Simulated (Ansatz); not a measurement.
# Run report: AlNi, geometry relaxation (part 1 of 3)

The run: geometry relaxation of AlNi (slab, 16 atoms in the cell). Method and program: DFT LDA, scalar-relativistic, plane waves, PAW, no spin polarisation (Ansatz 0.2.0).

The structure derives from an entry of the Crystallography Open Database. The input holds or restrains some coordinates. Forces given for the steps count only the free coordinates.

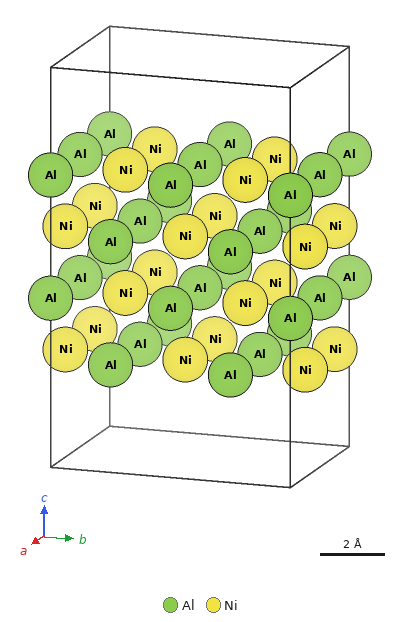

**Figure 1.** The input geometry (spheres-only view of the 1 × 2 repeat of the cell, with the vacuum cut short, seen slightly off an axis). An atom can appear more than once, as a periodic image.

**The input**
```yaml
crystal:
  lattice:
    - [5.6652330149, 0.0, 0.0]
    - [0.0, 4.0059246819, 0.0]
    - [0.0, 0.0, 23.0088870228]
  atoms:
    - { symbol: Al, position: [0.0, 0.5, 0.3694224754] }
    - { symbol: Al, position: [0.5, 0.5, 0.3694224754] }
    - { symbol: Ni, position: [0.25, 0.0, 0.3694224754] }
    - { symbol: Ni, position: [0.75, 0.0, 0.3694224754] }
    - { symbol: Al, position: [0.0, 0.0, 0.4564741585] }
    - { symbol: Al, position: [0.5, 0.0, 0.4564741585] }
    - { symbol: Ni, position: [0.25, 0.5, 0.4564741585] }
    - { symbol: Ni, position: [0.75, 0.5, 0.4564741585] }
    - { symbol: Al, position: [0.0, 0.5, 0.5435258415] }
    - { symbol: Al, position: [0.5, 0.5, 0.5435258415] }
    - { symbol: Ni, position: [0.25, 0.0, 0.5435258415] }
    - { symbol: Ni, position: [0.75, 0.0, 0.5435258415] }
    - { symbol: Al, position: [0.0, 0.0, 0.6305775246] }
    - { symbol: Al, position: [0.5, 0.0, 0.6305775246] }
    - { symbol: Ni, position: [0.25, 0.5, 0.6305775246] }
    - { symbol: Ni, position: [0.75, 0.5, 0.6305775246] }
basis:
  ecutwfc: 420
kpoints:
  mp_grid: { grid: [5, 7, 1] }
hamiltonian:
  xc: lda
scf:
  occupations: { method: gaussian, width: 0.1 }
output:
  forces: true
  eigenvalues: true
  write_density: true
  write_potential: true
  elf: true
  volumetric_format: npy
relax:
  adjacent_minimum: "off"
  f_tol: 0.03
  max_steps: 70
  constraints: [{ sites: [0, 1, 2, 3, 4, 5, 6, 7] }]
efield:
  axis: 3
  dipole_correction: true
```

Machine: 2 threads of Arm Neoverse V1, 24 GiB of memory available, shared host.

Launch command:
```bash
ansatz run input.yaml --threads 2 --pin off --max-ram 5120MiB --backend cpu --events-out ev --progress --plain --runs-dir out
```

**The program's output**
```
Engine: ansatz 0.2.0, aarch64-unknown-linux-gnu
Pseudopotentials: kind: paw
Pseudopotential: Al, paw, valence charge 3, recommended cutoff 420 eV (normal), Al.paw.azcp
Pseudopotential: Ni, paw, valence charge 18, recommended cutoff 420 eV (normal), Ni.paw.azcp
Functional definition: SPW92
  exchange = slater_x
  correlation = pw_c
Crystal: 16 atoms, lattice volume = 522.175 Å³
Basis set: ecut = 420 eV, 10279 PW (Γ)
Bands: 101, of which v1, the nominal top of the filled ones, is band 84 counted from 1 (83 counted from 0)
Symmetry: 8 space group operations
k-points: 12 of 35
Non-local potential: Al, projectors of the file, l = 0: 2, l = 1: 2, l = 2: 1
Non-local potential: Ni, projectors of the file, l = 0: 3, l = 1: 2, l = 2: 3, l = 3: 1
PAW form: soft (Blöchl's): semilocal exchange-correlation on the pseudo side does not see the compensation charge
PAW frozen core: Al, regenerated for the run's functional, and the local potential with it (the file was generated under x = pbe(κ = 0.804, μ = 0.2195149727645171), c = pbe(β = 0.06672455060314922))
PAW frozen core: Ni, regenerated for the run's functional, and the local potential with it (the file was generated under x = pbe(κ = 0.804, μ = 0.2195149727645171), c = pbe(β = 0.06672455060314922))
PAW one-centre angular grid: Al, 110 points (default); XC on 64 Gauss nodes
PAW one-centre angular grid: Ni, 590 points (default); XC on 64 Gauss nodes
Initial density: superposition of atomic densities (neutral atoms: chi_scale 0, normalization atom), corrected by the library's trained network
Initial wavefunctions: pseudopotential atomic-orbital guess
Functional: x = slater, c = lda
SCF iter   1: F=—  HF=-50295.678826 eV  |F-HF|=—  |Δ(HF+E_count)|=         —  Δρ=1.05e-2  dr2=3.75e-1  ethr=1.77e-3  p=0.000 e·Å  D=8.10e-14 V/Å  ΔV_dip=-0.00 eV  dr2_dipole=1.29e-8  V_vac-E_F(+/−)=5.15/5.15 eV  ⟨swp⟩=10.5  Hψ=6110  notcnv=0  defer=11
efield: sawtooth ramp at fractional position 0.9500 (placed from the atoms, in the widest stretch of the axis that holds none; the zero of the levels goes with the place), width 0.1000; the density the first Hamiltonian is built on has a dipole p = 0.000 e·Å; the dipole correction subtracts the counter field D = 8.10e-14 V/Å, which shifts the + side's vacuum level by -0.00 eV against the − side's; the planar-averaged density in the ramp window peaks in size at 4.3e-5 e/Å³
preconditioner: auto → LDOS  [metal: Δε(μ)=0.064 eV  Ē_g=5.986 eV  σ=0.100 eV  W_gap=0.34  n_scr=110 (ndim 8)  ℏωp=16.6 eV  f_vac=0.575  D(μ)=12.38/eV (n_scr^D=78)  β→1.0]
SCF iter   2: F=—  HF=-50295.744976 eV  |F-HF|=—  |Δ(HF+E_count)|=   6.61e-2  Δρ=1.53e-2  dr2=6.80e-1  ethr=2.23e-4  p=0.000 e·Å  D=3.67e-5 V/Å  ΔV_dip=-0.00 eV  dr2_dipole=6.13e-7  V_vac-E_F(+/−)=5.13/5.13 eV  ⟨swp⟩=2.2  Hψ=2444  notcnv=0  defer=124
SCF iter   3: F=—  HF=-50295.645776 eV  |F-HF|=—  |Δ(HF+E_count)|=   9.92e-2  Δρ=2.45e-3  dr2=2.13e-2  ethr=2.23e-4  p=0.000 e·Å  D=6.76e-6 V/Å  ΔV_dip=-0.00 eV  dr2_dipole=1.31e-7  V_vac-E_F(+/−)=5.12/5.12 eV  ⟨swp⟩=2.4  Hψ=1928  notcnv=0  defer=124
SCF iter   4: F=—  HF=-50295.641566 eV  |F-HF|=—  |Δ(HF+E_count)|=   4.21e-3  Δρ=4.25e-4  dr2=1.52e-3  ethr=1.27e-5  p=0.000 e·Å  D=3.05e-6 V/Å  ΔV_dip=-0.00 eV  dr2_dipole=5.54e-8  V_vac-E_F(+/−)=5.11/5.11 eV  ⟨swp⟩=2.2  Hψ=1954  notcnv=0  defer=124
SCF iter   5: F=—  HF=-50295.641756 eV  |F-HF|=—  |Δ(HF+E_count)|=   1.91e-4  Δρ=4.85e-4  dr2=1.21e-3  ethr=9.05e-7  p=0.000 e·Å  D=4.70e-7 V/Å  ΔV_dip=-0.00 eV  dr2_dipole=1.16e-9  V_vac-E_F(+/−)=5.11/5.11 eV  ⟨swp⟩=2.5  Hψ=2383  notcnv=0  defer=123
SCF iter   6: F=—  HF=-50295.641731 eV  |F-HF|=—  |Δ(HF+E_count)|=   2.53e-5  Δρ=2.30e-4  dr2=2.67e-4  ethr=7.22e-7  p=-0.000 e·Å  D=-1.30e-7 V/Å  ΔV_dip=0.00 eV  dr2_dipole=9.94e-10  V_vac-E_F(+/−)=5.12/5.12 eV  ⟨swp⟩=1.7  Hψ=1271  notcnv=0  defer=123
SCF iter   7: F=-50295.641726 eV  HF=-50295.641729 eV  |F-HF|=3.28e-6  |Δ(HF+E_count)|=   1.94e-6  Δρ=3.15e-5  dr2=3.96e-6  ethr=1.34e-8  p=0.000 e·Å  D=3.86e-7 V/Å  ΔV_dip=-0.00 eV  dr2_dipole=4.67e-10  V_vac-E_F(+/−)=5.12/5.12 eV  ⟨swp⟩=29.0  Hψ=15068  notcnv=0
SCF 1 converged in 7 iterations: F = -50295.641726 eV  dr2 = 3.96e-6
  greatest PAW one-centre occupation: 1.002 electrons in one spin orbital (limit 2), on the Ni atom at site 11 (counted from 0), in its partial waves of l = 1
relax step   1: F+E_penalty+E_count = -50295.64172560 eV  Δ(F+E_penalty+E_count) = +0.000e0 eV  max|allowed force component| = 8.041e-1 eV/Å  Δτ_max = 0.0000 Å  (7 SCF iters, dr2 threshold 2.25e-5 eV, accepted)
Initial density: handed on by an earlier stage of this run
Initial wavefunctions: those handed on with the density
iter 1 solved again at ethr=9.53e-5 eV; its pass at ethr=3.10e-3 eV (dr2=1.60e-1 eV) is discarded
SCF iter   1: F=—  HF=-50295.750826 eV  |F-HF|=—  |Δ(HF+E_count)|=         —  Δρ=3.24e-3  dr2=1.35e-1  ethr=9.53e-5  p=0.000 e·Å  D=3.82e-6 V/Å  ΔV_dip=-0.00 eV  dr2_dipole=3.47e-2  V_vac-E_F(+/−)=5.11/5.11 eV  ⟨swp⟩=2.0  Hψ=4022  notcnv=0  defer=113
efield: sawtooth ramp at fractional position 0.9500 (handed on by an earlier solve), width 0.1000; the density the first Hamiltonian is built on has a dipole p = 0.000 e·Å; the dipole correction subtracts the counter field D = 3.82e-6 V/Å, which shifts the + side's vacuum level by -0.00 eV against the − side's; the planar-averaged density in the ramp window peaks in size at 5.5e-6 e/Å³
preconditioner: auto → LDOS  [metal: Δε(μ)=0.050 eV  Ē_g=6.018 eV  σ=0.100 eV  W_gap=0.27  n_scr=110 (ndim 8)  ℏωp=16.6 eV  f_vac=0.576  D(μ)=12.66/eV (n_scr^D=90)  β→1.0]
SCF iter   2: F=—  HF=-50295.745546 eV  |F-HF|=—  |Δ(HF+E_count)|=   5.28e-3  Δρ=2.28e-3  dr2=4.01e-2  ethr=8.02e-5  p=0.008 e·Å  D=2.70e-3 V/Å  ΔV_dip=-0.06 eV  dr2_dipole=2.89e-3  V_vac-E_F(+/−)=5.05/5.11 eV  ⟨swp⟩=2.0  Hψ=1786  notcnv=0  defer=113
SCF iter   3: F=—  HF=-50295.740036 eV  |F-HF|=—  |Δ(HF+E_count)|=   5.51e-3  Δρ=2.17e-3  dr2=2.60e-2  ethr=2.39e-5  p=0.006 e·Å  D=2.19e-3 V/Å  ΔV_dip=-0.05 eV  dr2_dipole=4.57e-3  V_vac-E_F(+/−)=5.06/5.11 eV  ⟨swp⟩=2.3  Hψ=1949  notcnv=0  defer=115
SCF iter   4: F=—  HF=-50295.738670 eV  |F-HF|=—  |Δ(HF+E_count)|=   1.37e-3  Δρ=5.11e-4  dr2=3.52e-3  ethr=1.55e-5  p=0.007 e·Å  D=2.30e-3 V/Å  ΔV_dip=-0.05 eV  dr2_dipole=9.48e-4  V_vac-E_F(+/−)=5.06/5.12 eV  ⟨swp⟩=2.0  Hψ=1427  notcnv=0  defer=119
SCF iter   5: F=—  HF=-50295.738459 eV  |F-HF|=—  |Δ(HF+E_count)|=   2.12e-4  Δρ=1.41e-4  dr2=2.44e-4  ethr=2.09e-6  p=0.008 e·Å  D=2.67e-3 V/Å  ΔV_dip=-0.06 eV  dr2_dipole=7.65e-5  V_vac-E_F(+/−)=5.06/5.12 eV  ⟨swp⟩=2.0  Hψ=1669  notcnv=0  defer=119
SCF iter   6: F=—  HF=-50295.738582 eV  |F-HF|=—  |Δ(HF+E_count)|=   1.24e-4  Δρ=7.01e-5  dr2=2.02e-5  ethr=1.45e-7  p=0.008 e·Å  D=2.79e-3 V/Å  ΔV_dip=-0.06 eV  dr2_dipole=1.25e-6  V_vac-E_F(+/−)=5.05/5.12 eV  ⟨swp⟩=2.2  Hψ=1758  notcnv=0  defer=119
SCF iter   7: F=-50295.738624 eV  HF=-50295.738617 eV  |F-HF|=7.17e-6  |Δ(HF+E_count)|=   3.47e-5  Δρ=1.99e-5  dr2=1.41e-6  ethr=1.20e-8  p=0.008 e·Å  D=2.79e-3 V/Å  ΔV_dip=-0.06 eV  dr2_dipole=4.65e-8  V_vac-E_F(+/−)=5.05/5.12 eV  ⟨swp⟩=25.7  Hψ=13827  notcnv=0
SCF 2 converged in 7 iterations: F = -50295.738624 eV  dr2 = 1.41e-6
  greatest PAW one-centre occupation: 1.002 electrons in one spin orbital (limit 2), on the Ni atom at site 7 (counted from 0), in its partial waves of l = 1
relax step   2: F+E_penalty+E_count = -50295.73862401 eV  Δ(F+E_penalty+E_count) = -9.690e-2 eV  max|allowed force component| = 5.162e-1 eV/Å  Δτ_max = 0.0563 Å  (7 SCF iters, dr2 threshold 4.04e-5 eV, accepted)
SCF iter   1: F=—  HF=-50295.838939 eV  |F-HF|=—  |Δ(HF+E_count)|=         —  Δρ=4.73e-3  dr2=3.92e-1  ethr=2.25e-3  p=0.008 e·Å  D=2.79e-3 V/Å  ΔV_dip=-0.06 eV  dr2_dipole=1.14e-1  V_vac-E_F(+/−)=5.04/5.10 eV  ⟨swp⟩=4.3  Hψ=2753  notcnv=0  defer=99
efield: sawtooth ramp at fractional position 0.9500 (handed on by an earlier solve), width 0.1000; the density the first Hamiltonian is built on has a dipole p = 0.008 e·Å; the dipole correction subtracts the counter field D = 2.79e-3 V/Å, which shifts the + side's vacuum level by -0.06 eV against the − side's; the planar-averaged density in the ramp window peaks in size at 2.8e-6 e/Å³
preconditioner: auto → LDOS  [metal: Δε(μ)=0.010 eV  Ē_g=6.042 eV  σ=0.100 eV  W_gap=0.06  n_scr=110 (ndim 8)  ℏωp=16.6 eV  f_vac=0.576  D(μ)=12.62/eV (n_scr^D=90)  β→1.0]
SCF iter   2: F=—  HF=-50295.810358 eV  |F-HF|=—  |Δ(HF+E_count)|=   2.86e-2  Δρ=2.84e-3  dr2=6.38e-2  ethr=2.33e-4  p=0.023 e·Å  D=7.88e-3 V/Å  ΔV_dip=-0.18 eV  dr2_dipole=3.63e-3  V_vac-E_F(+/−)=4.93/5.11 eV  ⟨swp⟩=2.2  Hψ=2079  notcnv=0  defer=123
SCF iter   3: F=—  HF=-50295.802454 eV  |F-HF|=—  |Δ(HF+E_count)|=   7.90e-3  Δρ=3.46e-3  dr2=5.64e-2  ethr=3.80e-5  p=0.021 e·Å  D=7.37e-3 V/Å  ΔV_dip=-0.17 eV  dr2_dipole=7.80e-3  V_vac-E_F(+/−)=4.94/5.11 eV  ⟨swp⟩=2.8  Hψ=2110  notcnv=0  defer=123
SCF iter   4: F=—  HF=-50295.797538 eV  |F-HF|=—  |Δ(HF+E_count)|=   4.92e-3  Δρ=6.76e-4  dr2=5.82e-3  ethr=3.36e-5  p=0.022 e·Å  D=7.77e-3 V/Å  ΔV_dip=-0.18 eV  dr2_dipole=1.55e-3  V_vac-E_F(+/−)=4.94/5.12 eV  ⟨swp⟩=2.0  Hψ=1590  notcnv=0  defer=123
SCF iter   5: F=—  HF=-50295.797259 eV  |F-HF|=—  |Δ(HF+E_count)|=   2.79e-4  Δρ=1.73e-4  dr2=6.35e-4  ethr=3.46e-6  p=0.024 e·Å  D=8.28e-3 V/Å  ΔV_dip=-0.19 eV  dr2_dipole=2.35e-4  V_vac-E_F(+/−)=4.93/5.12 eV  ⟨swp⟩=2.0  Hψ=1736  notcnv=0  defer=120
SCF iter   6: F=—  HF=-50295.797460 eV  |F-HF|=—  |Δ(HF+E_count)|=   2.01e-4  Δρ=9.49e-5  dr2=4.54e-5  ethr=3.78e-7  p=0.024 e·Å  D=8.49e-3 V/Å  ΔV_dip=-0.20 eV  dr2_dipole=6.87e-6  V_vac-E_F(+/−)=4.92/5.12 eV  ⟨swp⟩=2.1  Hψ=1372  notcnv=0  defer=117
SCF iter   7: F=-50295.797505 eV  HF=-50295.797506 eV  |F-HF|=1.08e-6  |Δ(HF+E_count)|=   4.60e-5  Δρ=3.15e-5  dr2=5.76e-6  ethr=9.91e-9  p=0.025 e·Å  D=8.52e-3 V/Å  ΔV_dip=-0.20 eV  dr2_dipole=2.10e-7  V_vac-E_F(+/−)=4.92/5.12 eV  ⟨swp⟩=30.9  Hψ=14680  notcnv=0
SCF 3 converged in 7 iterations: F = -50295.797505 eV  dr2 = 5.76e-6
relax step   3: F+E_penalty+E_count = -50295.79750451 eV  Δ(F+E_penalty+E_count) = -5.888e-2 eV  max|allowed force component| = 1.142e-1 eV/Å  Δτ_max = 0.0923 Å  (7 SCF iters, dr2 threshold 1.67e-5 eV, accepted)
```
